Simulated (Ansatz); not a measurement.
## STM study: In(110) (I4/mmm bulk, 5 atomic planes (those closer than 0.6 Å count as one), 9 Å)

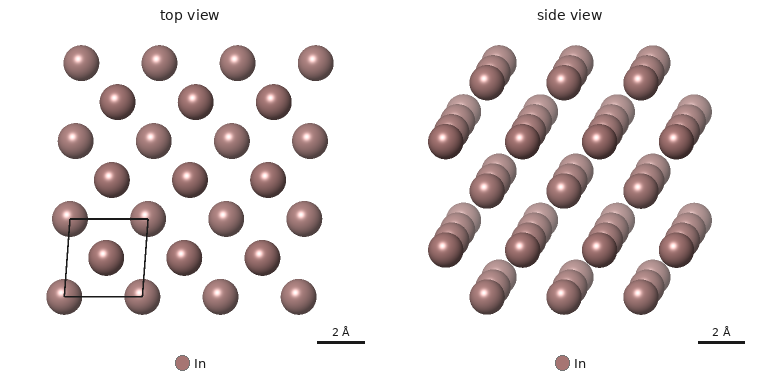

The relaxed structure from above and from the side.

These are results of DFT PBE, scalar-relativistic, plane waves, PAW in Ansatz, not measurements. Cutoff 420 eV, 21 × 21 k-points, Gaussian smearing 0.1 eV, dipole correction. The slab is a cut without reconstruction beyond its cell, at the source's lattice constants, with its lower half held fixed and the rest relaxed. Relaxation changes the spacing of inner planes by up to 5 %, all the same way; the held half keeps the source's spacing. No spin polarisation. Spin–orbit coupling is left out; with In it can shift levels and gaps. The run couldn't confirm all of its levels under its output density. The run warns that the functional's potential is rough in the thin density of the vacuum, where the tip is; weak contrasts and barriers may feel it.

Images follow the Tersoff–Hamann model: the current is the local density of the sample's states between the Fermi level and the bias, at the tip's centre. Bias windows are sharp sums over the levels of the k mesh.

Input file:

```yaml
crystal:
  lattice:
    - [3.37774425, 0.0, 0.0]
    - [0.2462297, 3.36875751, 0.0]
    - [0.0, 0.0, 29.198893722]
  atoms:
    - { symbol: In, position: [0.5000000001, 0.4999999999, 0.3424787287] }
    - { symbol: In, position: [0.0, 0.0, 0.421239369] }
    - { symbol: In, position: [0.5000000001, 0.4999999999, 0.5032784724] }
    - { symbol: In, position: [0.0, 0.0, 0.585639878] }
    - { symbol: In, position: [0.5000000001, 0.4999999999, 0.6675351757] }
basis:
  ecutwfc: 420.0
  fft_grid_basis: typed
kpoints:
  mp_grid: { grid: [21, 21, 1] }
hamiltonian:
  xc: pbe
  pseudopotentials: { kind: paw }
scf:
  occupations: { method: gaussian, width: 0.1 }
output:
  forces: true
  eigenvalues: true
  band_densities:
    - { e_range: [-2.0, -1.0] }
    - { e_range: [-1.0, -0.5] }
    - { e_range: [-0.5, -0.25] }
    - { e_range: [-0.25, 0.0] }
    - { e_range: [0.0, 0.25] }
    - { e_range: [0.25, 0.5] }
    - { e_range: [0.5, 1.0] }
    - { e_range: [1.0, 1.5] }
  band_residual_tolerance: 1.0e-05
  write_potential: true
  elf: true
  write_density: true
  volumetric_format: npy
efield:
  axis: 3
  dipole_correction: true
  ramp_width: 0.04
checkpoint:
  read: start.run
  write: ck
  compress: false
  write_wavefunctions: false
  write_every: 100000
```

Command:

```sh
ansatz run input.yaml --threads 1 --pin off --max-ram 2211MiB --backend cpu --events-out ev --progress --plain --runs-dir out
```

Run time of this step alone (it restarts from the relaxed density): 5.1 min on 1 thread of Arm Neoverse V1 (shared host), peak memory 1.2 GiB.

Part 1: One image

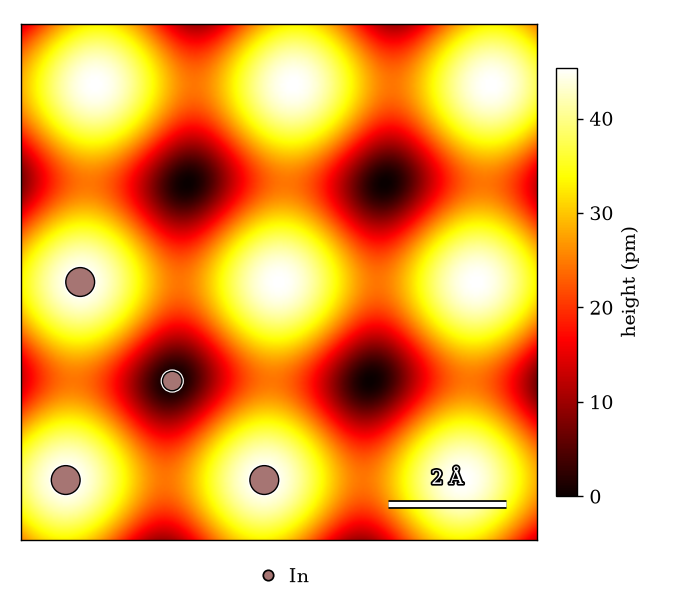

Constant-current image at a set point of 2.6 × 10⁻⁴ e/Å³ of this surface, sample bias +0.50 V. The atoms seen from above are drawn over one corner (deeper ones smaller).

Which atoms or sites appear bright, which dark, and how strong is the contrast?

Answer. The brightest spots lie over the top In atoms; the darkest points are over the sites above the In atoms 2.4 Å below the top plane. The corrugation is 45 pm at a mean tip height of 3.0 Å.

Part 2: Approach curves

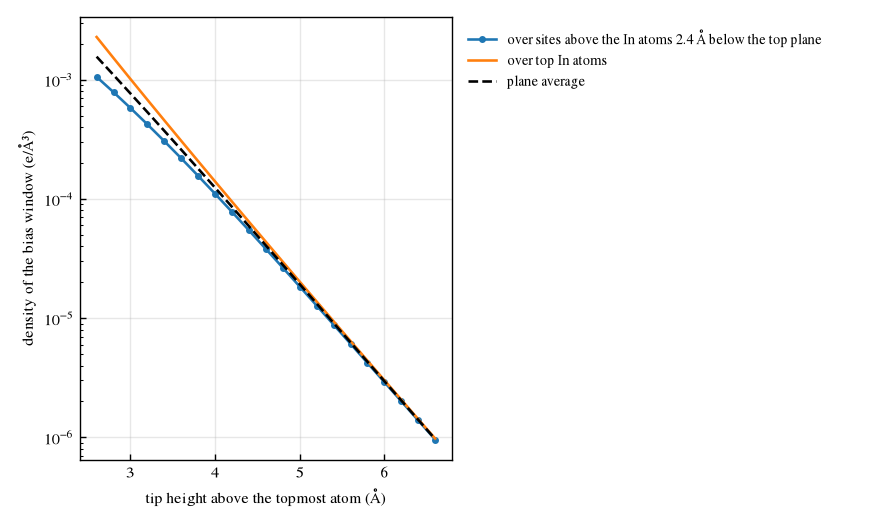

Approach curves over this surface at a sample bias of +1.00 V.

Estimate the decay constant and the apparent barrier, and compare with the vacuum level, which the run puts 3.90 eV above zero bias.

Answer. Near 4 Å the plane average falls as exp(−1.85 z/Å), a factor of 6.3 per ångström, which gives an apparent barrier of 3.2 eV (0.952 eV Å² times the slope squared). The upper edge of the window lies 2.90 eV under the vacuum level. The apparent barrier is above 2.90 eV. At 4 Å the 0.50 eV of states nearest the upper edge carry 74 % of the density.

Part 3: States by depth

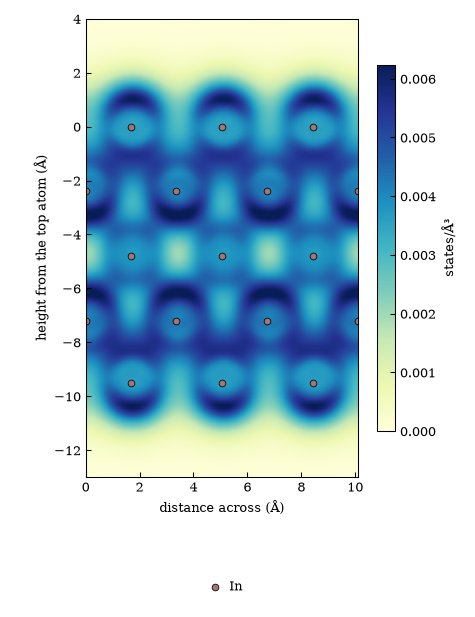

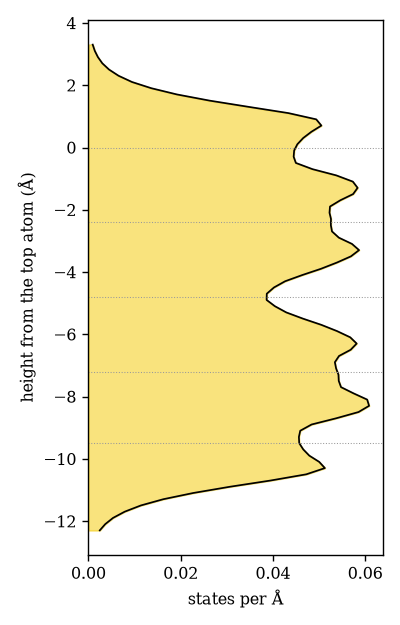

Density of all states between +0.25 and +0.50 eV (zero: the Fermi level) of this surface: side view, averaged along the second cell vector, and the full density summed over planes, the part near the nuclei included (dotted lines mark the atomic planes).

The first picture shows the smooth PAW orbitals' density alone; the shares below count all of it.

Where in the slab do these states sit?

Answer. The window holds 0.65 states per cell. Shares by plane (space cut midway between planes), top to bottom: In 21 %, In 21 %, In 16 %, In 20 %, In 22 %; the outer planes' shares include the vacuum, and density in a gap between layers is shared out between the planes on either side. The states spread through the slab.
